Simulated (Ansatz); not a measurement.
## Al143N144 (charge −2): geometry relaxation (part 5 of 5)

The same run, continued: Al143N144 (defect cell, 287 atoms in the cell, total charge −2); DFT, PBEsol, PAW, plane waves (Ansatz 0.2.0); cutoff 420 eV, 1×1×1 k-mesh, Fermi–Dirac smearing of 0.01 eV. 

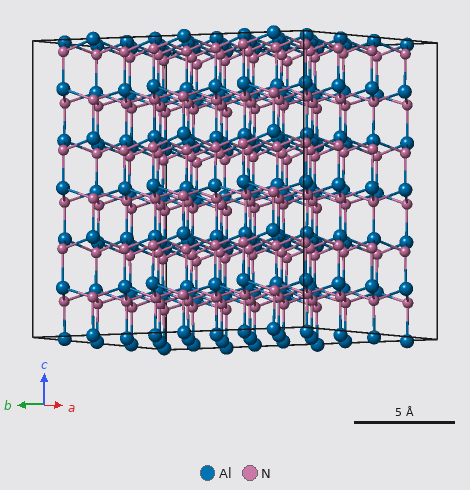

The starting structure (ball-and-stick view of the cell of the calculation, seen at an oblique angle).

Output, continued
```
    - { symbol: N, position: [0.2493310046701288, 0.7784234787798258, 0.7929571323841329] }
    - { symbol: N, position: [0.12493938156967933, 0.9442765144316065, 0.12660949027233334] }
    - { symbol: N, position: [0.12449133546668445, 0.9446764411569973, 0.45994442371547545] }
    - { symbol: N, position: [0.12468360223551014, 0.94453686281339, 0.7933284545580093] }
    - { symbol: N, position: [0.874981116084806, 0.27757287883312176, 0.1263316530212133] }
    - { symbol: N, position: [0.8753649582505402, 0.27721926493707033, 0.4598474201170787] }
    - { symbol: N, position: [0.8751082774160688, 0.27740352985422884, 0.7932012695983977] }
    - { symbol: N, position: [0.7502330401943773, 0.44415198819719437, 0.12518717231920243] }
    - { symbol: N, position: [0.7508414566165021, 0.4436434617877169, 0.4593954465236073] }
    - { symbol: N, position: [0.7502647508427781, 0.44410793082095007, 0.7931276876599948] }
    - { symbol: N, position: [0.6247631081130834, 0.6109029883922068, 0.12409138509970104] }
    - { symbol: N, position: [0.638905026551984, 0.6172694586202747, 0.45592139566787626] }
    - { symbol: N, position: [0.6281641054681694, 0.6125126646979864, 0.7937201140581204] }
    - { symbol: N, position: [0.4999766014568844, 0.7779492169239969, 0.1253364741234974] }
    - { symbol: N, position: [0.49995639452558005, 0.7787175282307504, 0.45949786656689934] }
    - { symbol: N, position: [0.49997152167049036, 0.7780820600774049, 0.793205400030425] }
    - { symbol: N, position: [0.37493377700068936, 0.9444029603203767, 0.12643891026540074] }
    - { symbol: N, position: [0.3749861023008496, 0.9449409465723636, 0.4599735055136559] }
    - { symbol: N, position: [0.3748848418955918, 0.944536865415015, 0.793204933550707] }
    - { symbol: N, position: [0.8751106579730387, 0.611064086574841, 0.12583880800466243] }
    - { symbol: N, position: [0.8765695405303129, 0.6103318912925971, 0.4599953251045638] }
    - { symbol: N, position: [0.8756622188332374, 0.6111415591092296, 0.7929091869832817] }
    - { symbol: N, position: [0.7502046999867034, 0.7776976050377519, 0.12596698541646983] }
    - { symbol: N, position: [0.7506423345993379, 0.7796315460600781, 0.46012736828370887] }
    - { symbol: N, position: [0.7506128326594729, 0.778432443098588, 0.7929585454796986] }
    - { symbol: N, position: [0.6250139082046146, 0.9444031416216907, 0.12644195466036043] }
    - { symbol: N, position: [0.6249550024640365, 0.9449397943780805, 0.459975119355581] }
    - { symbol: N, position: [0.6250578262856884, 0.9445384898704798, 0.7932042648789193] }
    - { symbol: N, position: [0.8750032494084281, 0.9442746303420699, 0.12661119000730137] }
    - { symbol: N, position: [0.8754704279764759, 0.9446796954023241, 0.459943014124163] }
    - { symbol: N, position: [0.8752594116359854, 0.9445401828785114, 0.7933321789634863] }
    - { symbol: N, position: [0.12496534045219891, 0.0553277761130929, 0.2932481455003636] }
    - { symbol: N, position: [0.12471246533955432, 0.05541172552568419, 0.6267158768497706] }
    - { symbol: N, position: [0.12490055623022854, 0.05537826640180479, 0.9600343044105791] }
    - { symbol: N, position: [-2.9934881291269482e-5, 0.22195962310108905, 0.2931387405885221] }
    - { symbol: N, position: [0.9999724146897203, 0.2219040925324793, 0.6266638044582286] }
    - { symbol: N, position: [0.9999727254453078, 0.22191354877730682, 0.9598871854059233] }
    - { symbol: N, position: [0.3750102129870193, 0.055552134092686514, 0.29327214392610973] }
    - { symbol: N, position: [0.37489573131585807, 0.05557843587108378, 0.6266228029417591] }
    - { symbol: N, position: [0.3749566733729542, 0.055519786081290455, 0.9598789194885001] }
    - { symbol: N, position: [0.2500410645580578, 0.22209627034633456, 0.2930777721061485] }
    - { symbol: N, position: [0.24943104872138275, 0.22155293876722337, 0.6267776410178355] }
    - { symbol: N, position: [0.24979018898001804, 0.2218743736879768, 0.9596989375397693] }
    - { symbol: N, position: [0.12480741616175733, 0.38862601063072166, 0.2928376791430505] }
    - { symbol: N, position: [0.1248204228559697, 0.38842066070730996, 0.6266001056860733] }
    - { symbol: N, position: [0.12466207462854259, 0.38848118507783613, 0.9594132210314527] }
    - { symbol: N, position: [-4.731081978808244e-5, 0.5554355456600877, 0.2928714841821641] }
    - { symbol: N, position: [0.9999735614674441, 0.5550925110326654, 0.6267830677168292] }
    - { symbol: N, position: [-3.1549283272070676e-5, 0.5553387539117542, 0.9594033241243356] }
    - { symbol: N, position: [0.6249316143893893, 0.05555067989452012, 0.2932712959001638] }
    - { symbol: N, position: [0.6250492129099459, 0.05558065463593232, 0.6266232622969786] }
    - { symbol: N, position: [0.62499625501738, 0.05551844608486939, 0.95987981073576] }
    - { symbol: N, position: [0.49996780052922885, 0.22241750757638276, 0.2932668354776344] }
    - { symbol: N, position: [0.4999751170393806, 0.2219851537934888, 0.6264184835561957] }
    - { symbol: N, position: [0.4999720759992411, 0.22193580561069295, 0.9594279594889721] }
    - { symbol: N, position: [0.37438197543158147, 0.3888586619075044, 0.2911590264110241] }
    - { symbol: N, position: [0.37400964431282785, 0.38795586944854105, 0.6266614550466626] }
    - { symbol: N, position: [0.3744525463731422, 0.3883247225024216, 0.9591640708776334] }
    - { symbol: N, position: [0.24985926736021324, 0.5549888288185946, 0.29118426445031587] }
    - { symbol: N, position: [0.2489402887531251, 0.5550698084356768, 0.626758364196621] }
    - { symbol: N, position: [0.24934402095064287, 0.5552353089889587, 0.9592293296251965] }
    - { symbol: N, position: [0.12521983475581686, 0.7219383262921174, 0.2932763329628151] }
    - { symbol: N, position: [0.1249711993003041, 0.7221434687113726, 0.6263601505358485] }
    - { symbol: N, position: [0.1248477187155735, 0.7221973980369903, 0.9593866959067633] }
    - { symbol: N, position: [0.999967960849206, 0.888547233991524, 0.2933086420665843] }
    - { symbol: N, position: [-3.1662746201269316e-5, 0.8888143302717126, 0.6265657624230423] }
    - { symbol: N, position: [0.9999741474199989, 0.8887347734641783, 0.9599022821794929] }
    - { symbol: N, position: [0.8749751716796442, 0.05532680094392855, 0.2932435736941387] }
    - { symbol: N, position: [0.8752314299383853, 0.05541157461765492, 0.6267170531649269] }
    - { symbol: N, position: [0.8750520518760871, 0.05537784410091116, 0.9600380919494027] }
    - { symbol: N, position: [0.7498958172447738, 0.22209761197579497, 0.293073378002471] }
    - { symbol: N, position: [0.7505193707878501, 0.2215509358048006, 0.6267779225773913] }
    - { symbol: N, position: [0.7501524188898444, 0.22187540171468126, 0.9597048770991333] }
    - { symbol: N, position: [0.6255378648006529, 0.3888608808993362, 0.2911616551857431] }
    - { symbol: N, position: [0.6259455824007523, 0.3879490687245423, 0.6266664926796105] }
    - { symbol: N, position: [0.6254808732818244, 0.38832722786955975, 0.9591678786763341] }
    - { symbol: N, position: [0.49993141187530515, 0.5553778939377508, 0.29148371369434084] }
    - { symbol: N, position: [0.5000115564888824, 0.5556556272308456, 0.6451492499914192] }
    - { symbol: N, position: [0.49997192652987743, 0.5554290642859312, 0.9552824030727689] }
    - { symbol: N, position: [0.3753637617700486, 0.7224082128663483, 0.2912892034488556] }
    - { symbol: N, position: [0.3746534217652492, 0.7232717899820343, 0.6267784852965761] }
    - { symbol: N, position: [0.3748209253145687, 0.7227273365113536, 0.9592911195686109] }
    - { symbol: N, position: [0.2500248284672637, 0.8887104190935373, 0.29314618250926716] }
    - { symbol: N, position: [0.24971500118561585, 0.8894361388227904, 0.6267504539134715] }
    - { symbol: N, position: [0.24988076979897691, 0.8890102634263122, 0.9597440714484505] }
    - { symbol: N, position: [0.875117481898927, 0.38862757086512517, 0.2928343415848859] }
    - { symbol: N, position: [0.8751235705914912, 0.3884187225709168, 0.6266049673097059] }
    - { symbol: N, position: [0.8752743278527962, 0.3884829461091603, 0.9594193263284608] }
    - { symbol: N, position: [0.7500313981530875, 0.5549897169588509, 0.2912037294479393] }
    - { symbol: N, position: [0.7510174773756425, 0.5550666820710628, 0.6267734360201387] }
    - { symbol: N, position: [0.7505931842992026, 0.5552407046421783, 0.9592416772284393] }
    - { symbol: N, position: [0.6245524216271346, 0.7223959992994238, 0.2913105497424643] }
    - { symbol: N, position: [0.6252881796930012, 0.7232763226944293, 0.626786689463338] }
    - { symbol: N, position: [0.6251282725319467, 0.7227271967441836, 0.9592983359353606] }
    - { symbol: N, position: [0.49996883203501075, 0.8889902184725794, 0.29300568941193206] }
    - { symbol: N, position: [0.4999684972684003, 0.8892038006346468, 0.6266526652482817] }
    - { symbol: N, position: [0.49997638225787927, 0.8892209153206555, 0.9595556312705128] }
    - { symbol: N, position: [0.8746997524696666, 0.7219353426481344, 0.29328252918630465] }
    - { symbol: N, position: [0.8749635013716996, 0.7221424134843154, 0.6263623491266705] }
    - { symbol: N, position: [0.8750929922664796, 0.7221983904966062, 0.9593940408664234] }
    - { symbol: N, position: [0.7499123311632478, 0.8887081750093417, 0.2931521624045712] }
    - { symbol: N, position: [0.7502258362671567, 0.8894407167494947, 0.6267481214388905] }
    - { symbol: N, position: [0.7500693209420468, 0.8890097168607644, 0.9597485203842784] }
--- Löwdin populations: 287 sites ---
  site symbol       q [e]    m [muB]
     0     Al      1.9299    -0.0000
     1     Al      1.9287     0.0001
     2     Al      1.9289     0.0000
     3     Al      1.9296    -0.0000
     4     Al      1.9288    -0.0000
     5     Al      1.9289    -0.0000
     6     Al      1.9301    -0.0000
     7     Al      1.9286    -0.0000
     8     Al      1.9289    -0.0000
     9     Al      1.9297    -0.0000
    10     Al      1.9296     0.0004
    11     Al      1.9289     0.0000
    12     Al      1.9292    -0.0000
    13     Al      1.9287    -0.0001
    14     Al      1.9289     0.0000
    15     Al      1.9300    -0.0001
    16     Al      1.9313    -0.0007
    17     Al      1.9284     0.0000
    18     Al      1.9301    -0.0000
    19     Al      1.9286    -0.0000
    20     Al      1.9289    -0.0000
    21     Al      1.9299    -0.0000
    22     Al      1.9259    -0.0004
    23     Al      1.9283    -0.0000
    24     Al      1.9309     0.0000
    25     Al      1.9283    -0.0027
    26     Al      1.9288     0.0001
    27     Al      1.9311     0.0000
    28     Al      1.9264    -0.0054
    29     Al      1.9283     0.0000
    30     Al      1.9303    -0.0000
    31     Al      1.9254    -0.0008
    32     Al      1.9278    -0.0000
    33     Al      1.9304    -0.0000
    34     Al      1.9280    -0.0001
    35     Al      1.9287    -0.0000
    36     Al      1.9299     0.0000
    37     Al      1.9286     0.0002
    38     Al      1.9289    -0.0000
    39     Al      1.9297    -0.0000
    40     Al      1.9295     0.0005
    41     Al      1.9289     0.0000
    42     Al      1.9309     0.0000
    43     Al      1.9282    -0.0026
    44     Al      1.9288    -0.0000
    45     Al      1.9327    -0.0001
    46     Al      1.9266    -0.0010
    47     Al      1.9311     0.0000
    48     Al      1.9267    -0.0039
    49     Al      1.9284     0.0000
    50     Al      1.9300    -0.0000
    51     Al      1.9297     0.0005
    52     Al      1.9288     0.0000
    53     Al      1.9292    -0.0000
    54     Al      1.9287    -0.0001
    55     Al      1.9289    -0.0000
    56     Al      1.9311    -0.0000
    57     Al      1.9263    -0.0055
    58     Al      1.9283     0.0000
    59     Al      1.9311     0.0000
    60     Al      1.9266    -0.0040
    61     Al      1.9284     0.0000
    62     Al      1.9295     0.0000
    63     Al      1.9290    -0.0001
    64     Al      1.9291    -0.0000
    65     Al      1.9303    -0.0000
    66     Al      1.9254    -0.0008
    67     Al      1.9278    -0.0000
    68     Al      1.9300    -0.0000
    69     Al      1.9298     0.0005
    70     Al      1.9288     0.0000
    71     Al      1.9293    -0.0000
    72     Al      1.9287     0.0000
    73     Al      1.9295    -0.0000
    74     Al      1.9292    -0.0000
    75     Al      1.9286     0.0000
    76     Al      1.9296    -0.0000
    77     Al      1.9297     0.0000
    78     Al      1.9289     0.0000
    79     Al      1.9291    -0.0000
    80     Al      1.9303     0.0000
    81     Al      1.9288    -0.0000
    82     Al      1.9288    -0.0000
    83     Al      1.9295    -0.0000
    84     Al      1.9288    -0.0000
    85     Al      1.9295    -0.0000
    86     Al      1.9278    -0.0003
    87     Al      1.9277    -0.0001
    88     Al      1.9290     0.0000
    89     Al      1.9318    -0.0001
    90     Al      1.9269    -0.0001
    91     Al      1.9289     0.0000
    92     Al      1.9278    -0.0007
    93     Al      1.9274    -0.0001
    94     Al      1.9291    -0.0000
    95     Al      1.9297    -0.0000
    96     Al      1.9288    -0.0000
    97     Al      1.9298    -0.0000
    98     Al      1.9292    -0.0000
    99     Al      1.9286    -0.0000
   100     Al      1.9296     0.0000
   101     Al      1.9278    -0.0004
   102     Al      1.9277    -0.0001
   103     Al      1.9290     0.0000
   104     Al      1.9311    -0.0025
   105     Al      1.9185    -0.0030
   106     Al      1.9313    -0.0000
   107     Al      1.9293    -0.0029
   108     Al      1.9191    -0.0040
   109     Al      1.9314    -0.0001
   110     Al      1.9279    -0.0004
   111     Al      1.9278    -0.0001
   112     Al      1.9292     0.0000
   113     Al      1.9291    -0.0000
   114     Al      1.9287    -0.0000
   115     Al      1.9297     0.0000
   116     Al      1.9297    -0.0000
   117     Al      1.9289     0.0000
   118     Al      1.9291    -0.0000
   119     Al      1.9318    -0.0001
   120     Al      1.9270    -0.0001
   121     Al      1.9289    -0.0001
   122     Al      1.9292    -0.0031
   123     Al      1.9191    -0.0041
   124     Al      1.9312     0.0000
   125     Al      1.9317    -0.0000
   126     Al      1.9270    -0.0001
   127     Al      1.9290    -0.0000
   128     Al      1.9298    -0.0000
   129     Al      1.9288     0.0000
   130     Al      1.9293    -0.0000
   131     Al      1.9278    -0.0007
   132     Al      1.9274    -0.0001
   133     Al      1.9291    -0.0000
   134     Al      1.9279    -0.0004
   135     Al      1.9278    -0.0001
   136     Al      1.9292     0.0000
   137     Al      1.9298     0.0000
   138     Al      1.9288     0.0000
   139     Al      1.9293    -0.0000
   140     Al      1.9291    -0.0000
   141     Al      1.9287    -0.0000
   142     Al      1.9297     0.0000
   143      N      6.0130     0.0000
   144      N      6.0144     0.0001
   145      N      6.0137     0.0000
   146      N      6.0127     0.0000
   147      N      6.0146     0.0009
   148      N      6.0140     0.0000
   149      N      6.0127     0.0000
   150      N      6.0143     0.0002
   151      N      6.0138     0.0000
   152      N      6.0126    -0.0000
   153      N      6.0140    -0.0000
   154      N      6.0139    -0.0000
   155      N      6.0123     0.0000
   156      N      6.0128     0.0002
   157      N      6.0135     0.0000
   158      N      6.0133     0.0001
   159      N      6.0144     0.0096
   160      N      6.0144     0.0002
   161      N      6.0147     0.0006
   162      N      6.0157     0.0004
   163      N      6.0133    -0.0000
   164      N      6.0130     0.0001
   165      N      6.0104     0.0232
   166      N      6.0152     0.0003
   167      N      6.0119     0.0000
   168      N      6.0116     0.0006
   169      N      6.0137    -0.0000
   170      N      6.0127     0.0000
   171      N      6.0146     0.0007
   172      N      6.0140     0.0000
   173      N      6.0133     0.0001
   174      N      6.0145     0.0096
   175      N      6.0145     0.0002
   176      N      6.0111     0.0003
   177      N      5.9713     0.1801
   178      N      6.0167     0.0133
   179      N      6.0110     0.0002
   180      N      5.9435     0.2522
   181      N      6.0177     0.0125
   182      N      6.0130     0.0001
   183      N      6.0131     0.0125
   184      N      6.0146     0.0002
   185      N      6.0125     0.0000
   186      N      6.0147     0.0012
   187      N      6.0142     0.0000
   188      N      6.0127     0.0000
   189      N      6.0144     0.0001
   190      N      6.0138     0.0000
   191      N      6.0145     0.0011
   192      N      6.0158     0.0004
   193      N      6.0133     0.0000
   194      N      6.0110     0.0002
   195      N      5.9408     0.2586
   196      N      6.0179     0.0120
   197      N      6.0143     0.0010
   198      N      6.0154     0.0008
   199      N      6.0133    -0.0000
   200      N      6.0124     0.0000
   201      N      6.0135     0.0001
   202      N      6.0136     0.0000
   203      N      6.0130     0.0001
   204      N      6.0103     0.0233
   205      N      6.0153     0.0003
   206      N      6.0130     0.0002
   207      N      6.0131     0.0123
   208      N      6.0146     0.0002
   209      N      6.0124     0.0000
   210      N      6.0135     0.0000
   211      N      6.0136     0.0000
   212      N      6.0125     0.0000
   213      N      6.0147     0.0009
   214      N      6.0142     0.0000
   215      N      6.0125     0.0000
   216      N      6.0138     0.0000
   217      N      6.0132     0.0000
   218      N      6.0125     0.0000
   219      N      6.0137     0.0000
   220      N      6.0134     0.0000
   221      N      6.0124     0.0000
   222      N      6.0135     0.0000
   223      N      6.0131     0.0000
   224      N      6.0115     0.0001
   225      N      6.0143     0.0001
   226      N      6.0134     0.0000
   227      N      6.0118     0.0002
   228      N      6.0129     0.0000
   229      N      6.0141     0.0001
   230      N      6.0105     0.0001
   231      N      6.0150    -0.0001
   232      N      6.0136     0.0000
   233      N      6.0124     0.0000
   234      N      6.0134     0.0000
   235      N      6.0131     0.0000
   236      N      6.0111    -0.0000
   237      N      6.0129    -0.0001
   238      N      6.0134     0.0000
   239      N      6.0120     0.0032
   240      N      6.0166     0.0002
   241      N      6.0147     0.0007
   242      N      6.0119     0.0038
   243      N      6.0170     0.0001
   244      N      6.0148     0.0007
   245      N      6.0110    -0.0001
   246      N      6.0126    -0.0001
   247      N      6.0131     0.0000
   248      N      6.0123    -0.0000
   249      N      6.0134    -0.0000
   250      N      6.0128    -0.0000
   251      N      6.0125     0.0000
   252      N      6.0138     0.0000
   253      N      6.0132     0.0000
   254      N      6.0115     0.0001
   255      N      6.0142     0.0001
   256      N      6.0134     0.0000
   257      N      6.0120     0.0033
   258      N      6.0166     0.0002
   259      N      6.0146     0.0010
   260      N      6.0135     0.0074
   261      N      5.9757     0.1729
   262      N      6.0058    -0.0001
   263      N      6.0117     0.0041
   264      N      6.0167     0.0001
   265      N      6.0146     0.0009
   266      N      6.0116     0.0001
   267      N      6.0141     0.0001
   268      N      6.0132     0.0000
   269      N      6.0118     0.0001
   270      N      6.0129     0.0000
   271      N      6.0142     0.0001
   272      N      6.0116     0.0044
   273      N      6.0171     0.0001
   274      N      6.0148     0.0008
   275      N      6.0116     0.0044
   276      N      6.0167     0.0001
   277      N      6.0147     0.0007
   278      N      6.0120     0.0001
   279      N      6.0128     0.0000
   280      N      6.0139     0.0001
   281      N      6.0110    -0.0001
   282      N      6.0126    -0.0001
   283      N      6.0131     0.0000
   284      N      6.0116     0.0001
   285      N      6.0141     0.0002
   286      N      6.0132     0.0000
  spilling = 0.008226 (of n_electrons = 1151.000000)
```

Results in brief

| quantity | value |
| --- | --- |
| outcome | converged |
| electrons treated | 1151 |
| free energy | −129907.9143 eV |
| Fermi energy | 8.215 eV |
| net moment of the cell | 1.00 μB |
| largest force (length of the vector) at the end | 0.017 eV/Å |
| hardware | 1 × NVIDIA GB300 Max-Q, 8 threads of Arm Neoverse-V2, 80 GiB of memory available, shared host |
| wall time | 1.9 min (CPU time 2.8 min) |
| peak memory | 3.3 GiB |

Remarks

The k-point mesh is coarse for a cell of this size, so the results may not be converged.
